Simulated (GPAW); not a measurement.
# Optical response of LiF (Griceite)

Wanted: where LiF (Griceite) starts to absorb, how strongly, and its refractive index.

Main program and level: GPAW 26.7.0; DFT, LDA, plane-wave PAW (GPAW data sets), scalar-relativistic, RPA, optical limit.

## 1. Starting point

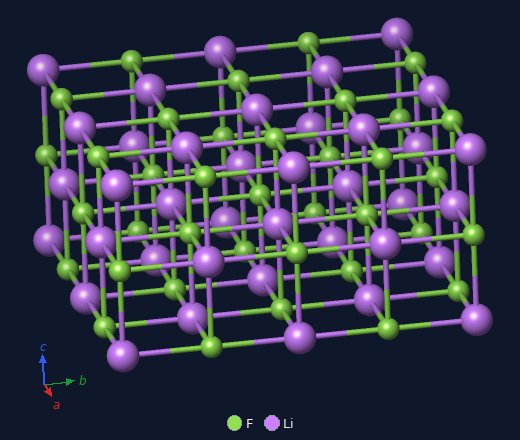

The starting structure, seen slightly off an axis (fluorine green, lithium purple). 2×2×1 cells are drawn. This picture shows the conventional cell, with its axes. Some periodic images of atoms are drawn too.

Structure file:

```cif
data_structure
_symmetry_space_group_name_H-M 'P 1'
_symmetry_Int_Tables_number 1
_cell_length_a 2.8482
_cell_length_b 2.8482
_cell_length_c 2.8482
_cell_angle_alpha 60.000
_cell_angle_beta 60.000
_cell_angle_gamma 60.000
_cell_volume 16.34
loop_
_atom_site_label
_atom_site_type_symbol
_atom_site_fract_x
_atom_site_fract_y
_atom_site_fract_z
_atom_site_occupancy
F1 F 0.50000 0.50000 0.50000 1
Li2 Li 0.00000 0.00000 0.00000 1
```

## 2. Bands for the response

At the fixed density, many empty bands are solved on the mesh of the response, since the spectrum sums over them.

This step: DFT, LDA, plane-wave PAW (GPAW data sets), scalar-relativistic, bands at fixed density (GPAW 26.7.0).

File nscf.py:

```python
from ase.dft.bandgap import bandgap
from gpaw import GPAW, FermiDirac

calc = GPAW('gs.gpw').fixed_density(kpts={'size': (15, 15, 15), 'gamma': True}, nbands=25, convergence={'bands': 19},
                                    occupations=FermiDirac(0.001), txt='nscf.txt')
print('gap (eV)', bandgap(calc, output=None)[0])
print('direct gap (eV)', bandgap(calc, direct=True, output=None)[0])
print('top band over the Fermi level (eV)', min(calc.get_eigenvalues(kpt=k)[18] for k in range(len(calc.get_ibz_k_points()))) - calc.get_fermi_level())
calc.write('full.gpw', mode='all')
```

The run is started by

```bash
$ OMP_NUM_THREADS=1 python nscf.py
```

Numbers of over 12 decimals in the logs are rounded to 6 here.

Log:

```text
Diagonalizing LCAO Hamiltonian
Converting LCAO to pw mode
convergence criteria:
- Maximum integral of absolute [eigenst]ate change: 4e-08 eV^2 / valence electron
maximum number of iterations: 150

SCF iterations
|iter     |      energy | eigst |  dens |
|iter:   1||             | +3.26 |       |
|iter:   2||             | +1.49 |       |
|iter:   3||             | -1.03 |       |
|iter:   4||             | -2.85 |       |
|iter:   5||             | -4.80 |       |
|iter:   6||             | -6.18 |       |
|iter:   7||             | -7.24 |       |
|iter:   8||             | -8.09c|       |
SCF steps: 8
  __  _  _
 | _ |_)|_||  |
 |__||  | ||/\| - 26.7.0

Versions:
  Python: 3.12.14
  ASE:    3.29.0
  Numpy:  2.5.5
  Scipy:  1.18.1
  Libxc:  7.0.0

Input parameters:
  mode=PW(ecut=500.0),
  convergence={'bands': 19},
  gpts=array([15, 15, 15]),
  kpts=MonkhorstPack(size=(15, 15, 15), gamma=True),
  maxiter=150,
  nbands=25,
  occupations=Occupations(name='fermi-dirac', width=0.001, fixmagmom=False),
  parallel={},
  xc=XC(name='LDA')

--- standard output ---
gap (eV) 8.796243
direct gap (eV) 8.800084
top band over the Fermi level (eV) 46.216710
```

Wall time 19 s (1 thread of Arm Neoverse V1, shared host); peak memory 0.15 GiB.

Read-outs, printed or worked out from the files:

- gap on the k-mesh: 8.796 eV
- direct gap on the mesh: 8.800 eV

## 3. Dielectric function, RPA

Local fields let the induced charge screen the field inside the cell, which as a rule lowers ε, most along directions where the density is uneven.

This step: DFT, LDA, plane-wave PAW (GPAW data sets), scalar-relativistic, RPA, optical limit (GPAW 26.7.0).

File df.py:

```python
from gpaw.response.df import DielectricFunction

df = DielectricFunction('full.gpw', frequencies={'type': 'nonlinear', 'domega0': 0.03, 'omega2': 8},
                        ecut=50,
                        eta=0.15,
                        nbands=19,
                        txt='df.txt')
for direction in ['x']:
    df.get_dielectric_function(xc='RPA', direction=direction, filename=f'df_{direction}.csv')
```

The run is started by

```bash
$ OMP_NUM_THREADS=1 python df.py
```

Log:

```text
Using integrator: PointIntegrator
NonLinearFrequencyDescriptor(from 0.000 to 86.247 eV, 527 points)
Nonperiodic BCs:  [False False False]
Using integrator: PointIntegrator
NonLinearFrequencyDescriptor(from 0.000 to 86.247 eV, 527 points)
Nonperiodic BCs:  [False False False]

Calculating chi0 body with:
    Ground state adapter containing:
    Number of spins: 1
    Number of kpoints: 3375
    Number of irreducible kpoints: 120
    Number of completely occupied states: 4
    Number of partially occupied states: 4

    Linear response parametrization:
    q_c: [0.0, 0.0, 0.0]
    Number of frequency points: 527
    Planewave cutoff: 50.0
    Number of bands: 19
    Number of planewaves: 15
    Broadening (eta): 0.15

Integrating chi0 body.

Symmetries of q_c:
    Direct symmetries (Uq -> q): 48
    Indirect symmetries (TUq -> q): 0
In total 48 allowed symmetries.

120 groups of equivalent kpoints. 96.444444% reduction.

Integral kind: spectral function

Calculating chi0 optical extensions with:
    Ground state adapter containing:
    Number of spins: 1
    Number of kpoints: 3375
    Number of irreducible kpoints: 120
    Number of completely occupied states: 4
    Number of partially occupied states: 4

    Linear response parametrization:
    Number of frequency points: 527
    Planewave cutoff: 50.0
    Number of bands: 19
    Number of planewaves: 15
    Broadening (eta): 0.15
Integrating chi0 head and wings.

Symmetries of q_c:
    Direct symmetries (Uq -> q): 48
    Indirect symmetries (TUq -> q): 0
In total 48 allowed symmetries.

120 groups of equivalent kpoints. 96.444444% reduction.

Integral kind: spectral function wings
```

Wall time 4 s (1 thread); peak memory 0.17 GiB.

This step gave:

| Quantity | Value |
| --- | --- |
| electronic dielectric constant ε∞, mean over x, y and z (by symmetry where fewer were run) | 1.989 |
| main peak of Im epsilon, first axis | 10.80 eV |

The Im ε, E ∥ x has structure finer than the step of the table below, so its rows give means over 1 eV, whole bins alone (the curve runs from 0 to 14.0 eV). Peaks (eV: height): 10.8: 2.55.

Values under the direct gap are tails of Lorentzian lines. Table of Im ε, E ∥ x by photon energy; means over each step:

| photon energy (eV) | Im ε, E ∥ x |
| --- | --- |
| 1 | 0.00146 |
| 2 | 0.00305 |
| 3 | 0.00492 |
| 4 | 0.00733 |
| 5 | 0.0107 |
| 6 | 0.0162 |
| 7 | 0.0265 |
| 8 | 0.0570 |
| 9 | 0.402 |
| 10 | 1.20 |
| 11 | 2.34 |
| 12 | 1.81 |
| 13 | 1.24 |

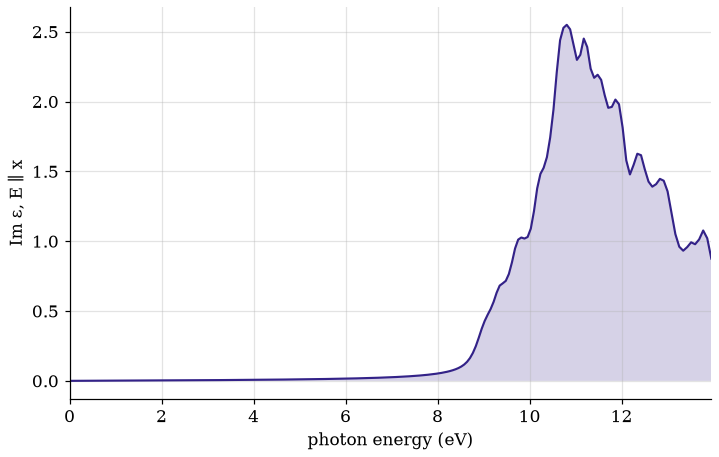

Im ε, E ∥ x against photon energy.

The Re ε, E ∥ x by photon energy:

| photon energy (eV) | Re ε, E ∥ x |
| --- | --- |
| 0 | 1.99 |
| 1 | 1.99 |
| 2 | 2.01 |
| 3 | 2.04 |
| 4 | 2.08 |
| 5 | 2.13 |
| 6 | 2.22 |
| 7 | 2.36 |
| 8 | 2.60 |
| 9 | 3.14 |
| 10 | 3.30 |
| 11 | 2.19 |
| 12 | 1.11 |
| 13 | 0.939 |

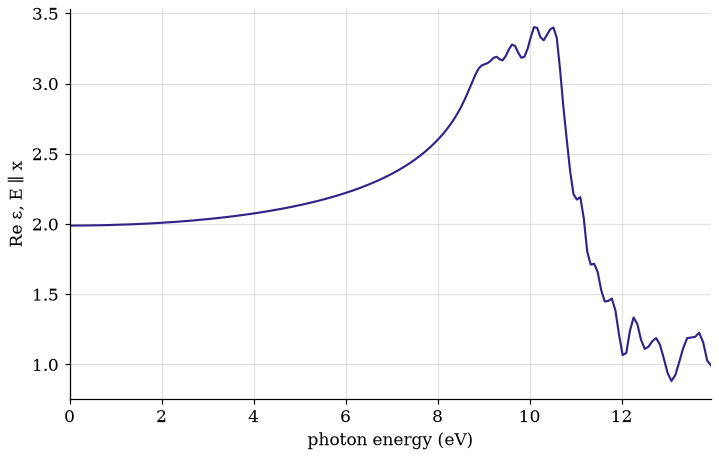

Re ε, E ∥ x against photon energy.

The loss function −Im 1/ε at q → 0, E ∥ x has structure finer than the step of the table below, so its rows give means over 1 eV, whole bins alone (the curve runs from 0 to 14.0 eV). Peaks (eV: height): 13.1: 0.540.

Values under the direct gap are tails of Lorentzian lines. The loss function −Im 1/ε at q → 0, E ∥ x by energy loss; means over each step:

| energy loss (eV) | loss function −Im 1/ε at q → 0, E ∥ x |
| --- | --- |
| 1 | 3.7e-4 |
| 2 | 7.5e-4 |
| 3 | 0.00119 |
| 4 | 0.00170 |
| 5 | 0.00235 |
| 6 | 0.00326 |
| 7 | 0.00473 |
| 8 | 0.00818 |
| 9 | 0.0397 |
| 10 | 0.0955 |
| 11 | 0.219 |
| 12 | 0.367 |
| 13 | 0.458 |

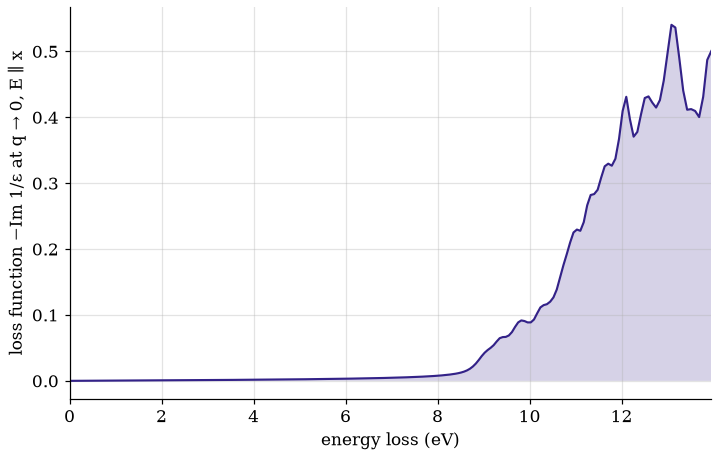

Loss function −Im 1/ε at q → 0, E ∥ x against energy loss.

The reflectivity at normal incidence, E ∥ x by photon energy; read off at these points:

| photon energy (eV) | reflectivity at normal incidence, E ∥ x (%) |
| --- | --- |
| 0.0 | 2.90 |
| 1.0 | 2.92 |
| 2.0 | 2.98 |
| 3.0 | 3.09 |
| 4.0 | 3.26 |
| 5.0 | 3.51 |
| 6.0 | 3.88 |
| 7.0 | 4.46 |
| 8.0 | 5.50 |
| 9.0 | 7.95 |
| 10.0 | 9.68 |
| 10.7 | 13.7 |
| 11.0 | 12.3 |
| 12.0 | 10.6 |
| 12.4 | 8.62 |
| 13.0 | 7.60 |
| 13.8 | 4.86 |

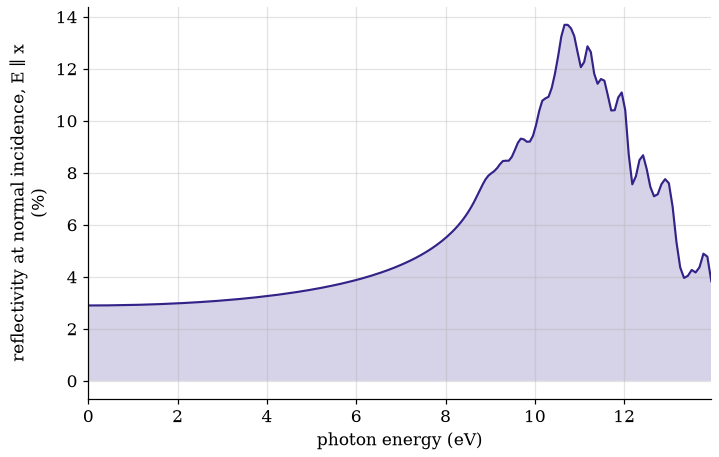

Reflectivity at normal incidence, E ∥ x, plotted against photon energy.

The Im ε, E ∥ x has structure finer than the step of the table below, so its rows give means over 1 eV, whole bins alone (the curve runs from 0 to 14.0 eV). Peaks (eV: height): without local fields 10.8: 2.59; with local fields 10.8: 2.55.

Values under the direct gap are tails of Lorentzian lines. Im ε, E ∥ x against photon energy; means over each step:

| photon energy (eV) | without local fields | with local fields |
| --- | --- | --- |
| 1 | 0.00155 | 0.00146 |
| 2 | 0.00324 | 0.00305 |
| 3 | 0.00522 | 0.00492 |
| 4 | 0.00775 | 0.00733 |
| 5 | 0.0113 | 0.0107 |
| 6 | 0.0169 | 0.0162 |
| 7 | 0.0275 | 0.0265 |
| 8 | 0.0581 | 0.0570 |
| 9 | 0.398 | 0.402 |
| 10 | 1.20 | 1.20 |
| 11 | 2.38 | 2.34 |
| 12 | 1.87 | 1.81 |
| 13 | 1.31 | 1.24 |

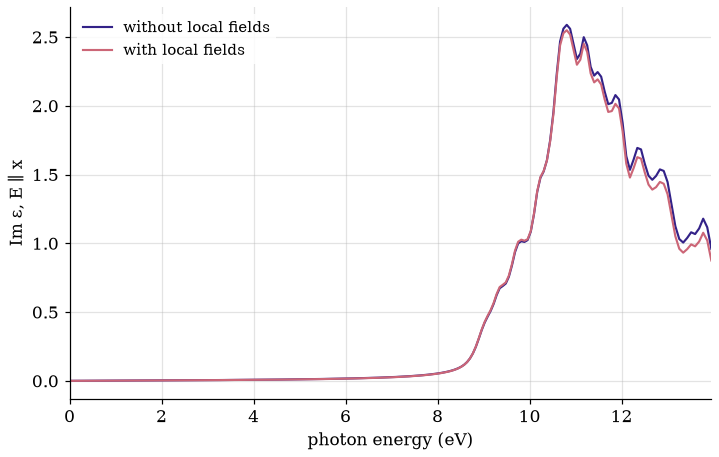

Im ε, E ∥ x against photon energy.

At chosen wavelengths:

| wavelength (nm) | n | k | R (%) | 1/α |
| --- | --- | --- | --- | --- |
| 800 | 1.41 | 0.001 | 2.9 | 78 µm |
| 633 | 1.42 | 0.001 | 3.0 | 48 µm |
| 450 | 1.42 | 0.002 | 3.1 | 23 µm |
| 365 | 1.43 | 0.002 | 3.1 | 14 µm |
| 308 | 1.44 | 0.003 | 3.3 | 9.6 µm |
| 248 | 1.46 | 0.004 | 3.5 | 5.4 µm |
| 193 | 1.51 | 0.006 | 4.1 | 2.4 µm |

Below the direct gap, k and the depth come from the tails of the Lorentzian lines, not from transitions.

## 4. What came out

```
electronic dielectric constant ε∞, mean over x, y and z (by symmetry where fewer were run) (RPA) : 1.99
main peak of Im epsilon, first axis                                                              : 10.8 eV
```

At this level (LDA, RPA) LiF has ε∞ = 1.99 and n = 1.41 at 1550 nm, and Im ε peaks at 10.8 eV. On the mesh the gap is 8.80 eV and the least direct gap 8.80 eV. Local fields change the static value along x from 2.07 to 1.99 (-4 %). Distinct maxima of Im ε, read by a parabola through the highest points, lie at 10.80 eV (2.5), 11.19 eV (2.5), 12.37 eV (1.6) and 13.78 eV (1.1). Excitons and phonon-assisted transitions are missing; LDA gaps are as a rule too small, which pulls the onset down and ε∞ up. The sum runs over mesh points, so small or evenly spaced maxima can still be ripples of the mesh. In this version of GPAW the matrix elements of the optical limit are incomplete, which can lower ε − 1 by up to a tenth where first-row anions or d states rule, and shift it by more in d metals.

[Machine, clock and banner lines and Python warnings are left out of the logs.]

[Logs are printed without paths, hosts, clocks, repeated set-up lines and the standing remarks that a program may print on its own settings, such as how far it seeks lower states.]

[Hosts, paths, dates, database ids (printed as entryN), source tags and the programs' standing remarks are cut or masked in the printed files.]
